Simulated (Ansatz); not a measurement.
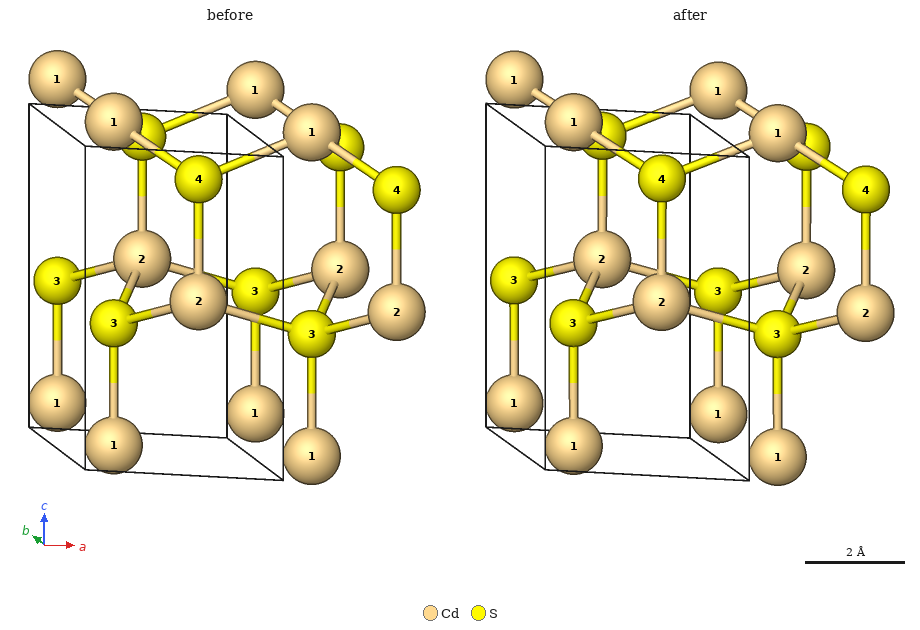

Left: a crystal of CdS (built on the wurtzite type) at its r2SCAN-relaxed geometry. Right: the same structure after one change, at the same scale. A ball-and-stick model of the cell of the calculation, repeated 2 × 2 × 1 with one cell outlined, seen slightly off an axis.

Method: Ansatz 0.2.0, DFT, HSE06, plane waves, PAW. Settings: plane-wave cutoff 420 eV; k-point mesh 6 × 6 × 4; occupations fixed; no spin polarisation.

> What distinguishes the right structure from the left one?

The cell is strained by +3.0 % along a and none across it (volume +3.0 %). The atoms were relaxed with r2SCAN under that strain, and this is a single point on that geometry.

> How do the computed properties respond?

The energy rises by 4.9 meV per atom. Pressure: 0.2 GPa before, −1.5 GPa after. The principal stresses (compression positive) are −1.0 GPa along c, −1.2 GPa along [1 2 0], −2.2 GPa along a. The forces stay under 0.01 eV/Å. The band gap: 2.19 eV before, 2.08 eV after. Among the bonded contacts that change: Cd–S 2.546 → 2.567 to 2.574 Å. The space group (tolerance 0.01 Å) goes from P6_3mc (No. 186) to Cmc2_1 (No. 36).
